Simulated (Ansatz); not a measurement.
The cell of CN₃₁ (Imm2, No. 44). Source of the atomic positions: the geometry relaxed in a fixed cell with DFT PBE+D3(BJ), scalar-relativistic, plane waves, PAW (Ansatz 0.2.0).

```
CELL_PARAMETERS angstrom
10.64992 0.00000 0.00000
0.00000 11.58049 0.00000
0.00000 0.00000 11.58049
ATOMIC_POSITIONS crystal
C 0.00000 0.00000 0.96211
N 0.50000 0.24497 0.20568
N 0.50000 0.75531 0.70069
N 0.50000 0.00000 0.94998
N 0.00000 0.25503 0.70568
N 0.00000 0.50000 0.94771
N 0.00000 0.00000 0.45543
N 0.50000 0.24469 0.70069
N 0.74771 0.95243 0.74958
N 0.25447 0.20210 0.99577
N 0.74553 0.20210 0.99577
N 0.25229 0.95243 0.74958
N 0.24778 0.70317 0.00202
N 0.75182 0.45244 0.74909
N 0.24818 0.45244 0.74909
N 0.25222 0.20317 0.50202
N 0.00000 0.00000 0.55057
N 0.50000 0.25569 0.79518
N 0.00000 0.22838 0.79701
N 0.50000 0.00000 0.54283
N 0.00000 0.24431 0.29518
N 0.00000 0.50000 0.54510
N 0.00000 0.00000 0.06331
N 0.00000 0.77162 0.79701
N 0.74771 0.04757 0.74958
N 0.24778 0.29683 0.00202
N 0.25222 0.79683 0.50202
N 0.25229 0.04757 0.74958
N 0.75447 0.29790 0.49577
N 0.75182 0.54756 0.74909
N 0.24818 0.54756 0.74909
N 0.24553 0.29790 0.49577
C 0.50000 0.50000 0.46211
N 0.00000 0.74497 0.70568
N 0.00000 0.25531 0.20069
N 0.00000 0.50000 0.44998
N 0.50000 0.75503 0.20568
N 0.50000 0.00000 0.44771
N 0.50000 0.50000 0.95543
N 0.00000 0.74469 0.20069
N 0.24771 0.45243 0.24958
N 0.75447 0.70210 0.49577
N 0.24553 0.70210 0.49577
N 0.75229 0.45243 0.24958
N 0.74778 0.20317 0.50202
N 0.25182 0.95244 0.24909
N 0.74818 0.95244 0.24909
N 0.75222 0.70317 0.00202
N 0.50000 0.50000 0.05057
N 0.00000 0.75569 0.29518
N 0.50000 0.72838 0.29701
N 0.00000 0.50000 0.04283
N 0.50000 0.74431 0.79518
N 0.50000 0.00000 0.04510
N 0.50000 0.50000 0.56331
N 0.50000 0.27162 0.29701
N 0.24771 0.54757 0.24958
N 0.74778 0.79683 0.50202
N 0.75222 0.29683 0.00202
N 0.75229 0.54757 0.24958
N 0.25447 0.79790 0.99577
N 0.25182 0.04756 0.24909
N 0.74818 0.04756 0.24909
N 0.74553 0.79790 0.99577
```

Take as void every point where the procrystal density (the sum of the densities of spherically averaged neutral Hartree-Fock atoms) is below 0.005 e/bohr³. What do the voids look like?

The voids take about 46 % of the cell (660 Å³ of 1428.2 Å³) and are bounded by about 1300 Å² of surface per cell. Where they connect, they form a three-dimensional network.

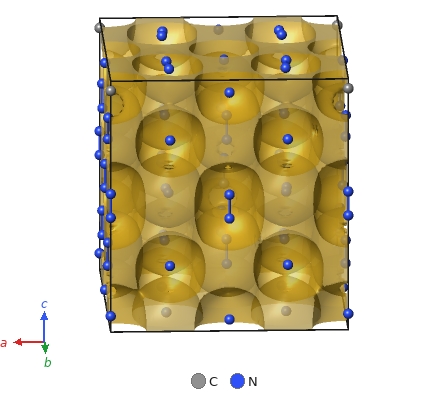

The voids drawn in 1×1×1 cells, view from a free direction. Pale faces close the region where the drawn box cuts it.
